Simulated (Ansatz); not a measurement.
## AlRu: one change and its effect

System: AlRu (P4/mmm, 2 atoms in the cell).
Method of the first run: DFT r2SCAN, scalar-relativistic, plane waves, PAW, no spin polarisation (Ansatz 0.2.0).

The structure derives from an entry of the Crystallography Open Database. Text and figures count atoms from 1; the logs count them from 0 in places.

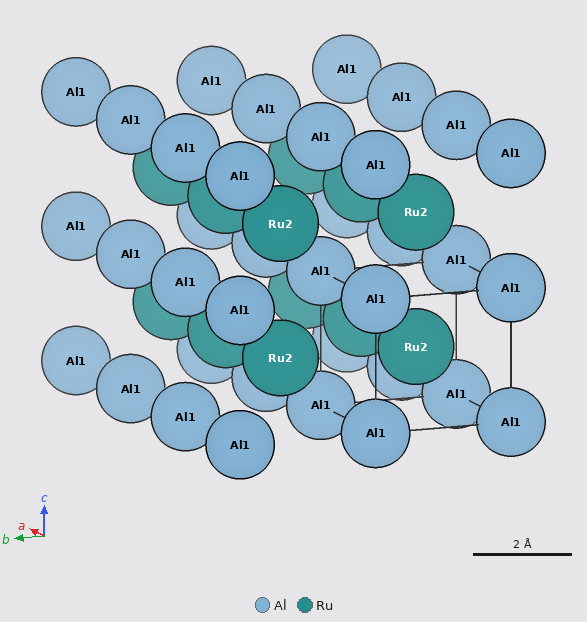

Figure 1. The structure as given in the input (spheres-only view of the cell of the calculation, set on other vectors, repeated 3 × 2 × 2, seen at an oblique angle; atoms are numbered from 1 in the order of the input). An atom can appear more than once, as a periodic image.

**Input, the first run**
```yaml
crystal:
  lattice:
    - [2.9826244058, 0.0, 0.0]
    - [0.0, 2.8036669415, 0.0]
    - [0.0, 0.0, 2.9826244058]
  atoms:
    - { symbol: Al, position: [0.0, 0.0, 0.0] }
    - { symbol: Ru, position: [0.5, 0.5, 0.5] }
basis:
  ecutwfc: 500
kpoints:
  mp_grid: { grid: [20, 20, 20] }
hamiltonian:
  xc: r2scan
scf:
  occupations: { method: gaussian, width: 0.15 }
output:
  forces: true
  stress: true
  eigenvalues: true
```

Launched with:
```bash
ansatz run input.yaml --threads 1 --pin off --max-ram 2560MiB --backend cpu --events-out ev --progress --plain --runs-dir out
```

Hardware: 1 thread of Intel Xeon @ 2.70GHz, 189 GiB of memory available, shared host.

**Output, shortened to warnings, some set-up lines, iterations and results (the first run)**
```
Basis set: ecut = 500 eV, 643 PW (Γ), exchange–correlation on 96×96×96 points (64 copies of the dense FFT grid, shifted against one another)
Symmetry: 16 space group operations
k-points: 726 of 8000
Initial density: superposition of atomic densities (neutral atoms: chi_scale 0, normalization atom), corrected by the library's trained network
[...]
SCF iter   1: F=—  HF=-6432.407887 eV  |F-HF|=—  |Δ(HF+E_count)|=         —  Δρ=7.61e-3  dr2=6.44e-3  dr2_τ=2.71e-2  ethr=1.77e-3  ⟨swp⟩=5.0  Hψ=56214  notcnv=0
SCF iter   2: F=—  HF=-6432.430850 eV  |F-HF|=—  |Δ(HF+E_count)|=   2.30e-2  Δρ=4.07e-3  dr2=2.38e-3  dr2_τ=7.76e-5  ethr=3.39e-5  ⟨swp⟩=2.0  Hψ=23058  notcnv=0
SCF iter   3: F=—  HF=-6432.431516 eV  |F-HF|=—  |Δ(HF+E_count)|=   6.66e-4  Δρ=3.36e-3  dr2=3.76e-3  dr2_τ=2.95e-4  ethr=1.26e-5  ⟨swp⟩=2.0  Hψ=16891  notcnv=0
SCF iter   4: F=—  HF=-6432.430667 eV  |F-HF|=—  |Δ(HF+E_count)|=   8.50e-4  Δρ=4.33e-4  dr2=2.37e-5  dr2_τ=7.29e-6  ethr=1.26e-5  ⟨swp⟩=2.4  Hψ=14596  notcnv=0
SCF iter   5: F=—  HF=-6432.430666 eV  |F-HF|=—  |Δ(HF+E_count)|=   7.17e-7  Δρ=1.45e-4  dr2=4.81e-6  dr2_τ=3.43e-7  ethr=1.25e-7  ⟨swp⟩=2.2  Hψ=16804  notcnv=0
SCF iter   6: F=-6432.430667 eV  HF=-6432.430667 eV  |F-HF|=1.77e-8  |Δ(HF+E_count)|=   1.24e-6  Δρ=2.48e-5  dr2=7.19e-8  dr2_τ=1.34e-8  ethr=5.26e-10  ⟨swp⟩=4.0  Hψ=49195  …
SCF 1 converged in 6 iterations: F = -6432.430667 eV  dr2 = 7.19e-8
SCF converged after 6 iterations
Free energy (F): -6432.430667 eV
Harris-Foulkes:  -6432.430667 eV  (|F-HF|=1.77e-8)
Internal energy: -6432.415361 eV  (E = F + TS)
E sigma→0 (E₀):  -6432.423014 eV
Entropy (-TS):   -0.015306 eV (-7.653 meV/atom)
Fermi energy:    17.424549 eV
--- Per-component energies (eV) ---
  E_band       = -111.947187
  E_kinetic    = 547.386939
  E_local      = -1732.934717  (includes V_loc(G=0)·N_el)
  E_nonlocal   = 354.528667
  E_hartree    = 618.008816
  E_xc         = -224.482948
  E_vxc        = -303.682364  (∫ρ·V_xc dr)
  E_paw        = -3953.636350  (= ΣΔE_a)
  E_vpaw       = -233.982671  (= ΣTr[D̂ρ^β])
  E_aug_tail   = 0.000090  (compensation charges beyond the density's cutoff)
  E_vtau       = 20.728447  (kinetic-family band-sum trace: ∫τ·v_τ [+ j·A + Jᵃ·Aᵃ] dr)
  E_ewald      = -2040.914793
  E_core_change = -0.371064  (= ΣΔE_core)
  E_smearing   = -0.015306  (= −TS)
  E_closure    = -0.000000  (closes the sum)
  Σ components = -6432.430667   (vs F -6432.430667, Δ=0.00e0)
--- Forces (eV/Å), atoms counted from 1 ---
  atom   1  Al    -0.00000000     0.00000000     0.00000000
  atom   2  Ru     0.00000000    -0.00000000    -0.00000000
  max |Σ_I F_I| component: 6.84e-29 eV/Å
--- Stress (GPa, compression-positive) ---
       11.174211      -0.000000      -0.000000
       -0.000000      26.089822      -0.000000
       -0.000000      -0.000000      11.174211
  P = ⅓ Tr σ = 16.1461 GPa (161.461 kbar)
```

For the second run the input was changed thus:
```diff
-    - [0.0, 2.8036669415, 0.0]
+    - [0.0, 2.9378850397, 0.0]
```

How does the second run compare with the first run?

With the same functional and potentials, the second run lies 56.4 meV per atom lower. The pressure goes from 16.15 to 3.45 GPa. The volume per atom goes from 12.47 to 13.07 Å³. The number of SCF iterations is the same. The plane waves at Γ go from 643 to 683.

**Output, shortened to warnings, some set-up lines, iterations and results (the second run)**
```
Basis set: ecut = 500 eV, 683 PW (Γ), exchange–correlation on 96×96×96 points (64 copies of the dense FFT grid, shifted against one another)
Symmetry: 16 space group operations
k-points: 726 of 8000
Initial density: superposition of atomic densities (neutral atoms: chi_scale 0, normalization atom), corrected by the library's trained network
[...]
SCF iter   1: F=—  HF=-6432.524315 eV  |F-HF|=—  |Δ(HF+E_count)|=         —  Δρ=7.06e-3  dr2=6.34e-3  dr2_τ=2.35e-2  ethr=1.77e-3  ⟨swp⟩=5.0  Hψ=54450  notcnv=0
SCF iter   2: F=—  HF=-6432.544020 eV  |F-HF|=—  |Δ(HF+E_count)|=   1.97e-2  Δρ=3.86e-3  dr2=2.49e-3  dr2_τ=7.96e-5  ethr=3.34e-5  ⟨swp⟩=2.0  Hψ=23109  notcnv=0
SCF iter   3: F=—  HF=-6432.544543 eV  |F-HF|=—  |Δ(HF+E_count)|=   5.23e-4  Δρ=3.55e-3  dr2=4.49e-3  dr2_τ=3.46e-4  ethr=1.31e-5  ⟨swp⟩=2.0  Hψ=14045  notcnv=0
SCF iter   4: F=—  HF=-6432.543548 eV  |F-HF|=—  |Δ(HF+E_count)|=   9.95e-4  Δρ=4.23e-4  dr2=2.15e-5  dr2_τ=6.47e-6  ethr=1.31e-5  ⟨swp⟩=2.4  Hψ=15069  notcnv=0
SCF iter   5: F=—  HF=-6432.543551 eV  |F-HF|=—  |Δ(HF+E_count)|=   2.58e-6  Δρ=1.55e-4  dr2=6.32e-6  dr2_τ=4.11e-7  ethr=1.13e-7  ⟨swp⟩=2.7  Hψ=17006  notcnv=0
SCF iter   6: F=-6432.543551 eV  HF=-6432.543551 eV  |F-HF|=5.76e-9  |Δ(HF+E_count)|=   4.58e-7  Δρ=2.42e-5  dr2=6.80e-8  dr2_τ=1.60e-8  ethr=5.26e-10  ⟨swp⟩=3.9  Hψ=48397  …
SCF 1 converged in 6 iterations: F = -6432.543551 eV  dr2 = 6.80e-8
SCF converged after 6 iterations
Free energy (F): -6432.543551 eV
Harris-Foulkes:  -6432.543551 eV  (|F-HF|=5.76e-9)
Internal energy: -6432.526215 eV  (E = F + TS)
E sigma→0 (E₀):  -6432.534883 eV
Entropy (-TS):   -0.017336 eV (-8.668 meV/atom)
Fermi energy:    16.434993 eV
--- Per-component energies (eV) ---
  E_band       = -128.288470
  E_kinetic    = 544.504030
  E_local      = -1774.563071  (includes V_loc(G=0)·N_el)
  E_nonlocal   = 354.047383
  E_hartree    = 631.412705
  E_xc         = -223.385969
  E_vxc        = -302.109173  (∫ρ·V_xc dr)
  E_paw        = -3953.331837  (= ΣΔE_a)
  E_vpaw       = -233.633777  (= ΣTr[D̂ρ^β])
  E_aug_tail   = 0.000090  (compensation charges beyond the density's cutoff)
  E_vtau       = 20.648723  (kinetic-family band-sum trace: ∫τ·v_τ [+ j·A + Jᵃ·Aᵃ] dr)
  E_ewald      = -2010.838484
  E_core_change = -0.371064  (= ΣΔE_core)
  E_smearing   = -0.017336  (= −TS)
  E_closure    = -0.000000  (closes the sum)
  Σ components = -6432.543551   (vs F -6432.543551, Δ=0.00e0)
--- Forces (eV/Å), atoms counted from 1 ---
  atom   1  Al    -0.00000000     0.00000000     0.00000000
  atom   2  Ru     0.00000000     0.00000000     0.00000000
  max |Σ_I F_I| component: 4.37e-29 eV/Å
--- Stress (GPa, compression-positive) ---
        2.462981       0.000000       0.000000
        0.000000       5.433723       0.000000
        0.000000       0.000000       2.462981
  P = ⅓ Tr σ = 3.4532 GPa (34.532 kbar)
```

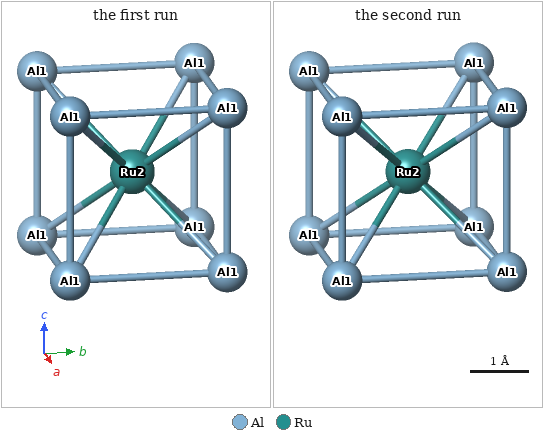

Figure 2. The two input geometries at one scale (ball-and-stick view of the cell of the calculation, seen slightly off an axis). No atom moves by more than 0.005 Å relative to the cell. The volume changes by +4.8 %, with a = c stay at 2.983 Å, b 2.804 → 2.938 Å (+4.8 %). Among the contacts that change: Al1–Al1 2.804 → 2.938 Å, Ru2–Ru2 2.804 → 2.938 Å, Al1–Ru2 2.532 → 2.570 Å.

**The two runs side by side**

```tsv
quantity	the first run	the second run
outcome	converged	converged
free energy per atom (eV)	−3216.2153	−3216.2718
energy per atom, smearing taken to zero (eV)	−3216.2115	−3216.2674
gap on the mesh (eV)	0.00	0.00
pressure (GPa)	16.15	3.45
volume per atom (Å³)	12.47	13.07
largest force (eV/Å)	0.000	0.000
SCF iterations	6	6
irreducible k-points	726	726
plane waves at Γ	643	683
wall time (shared host)	38 s	38 s
```
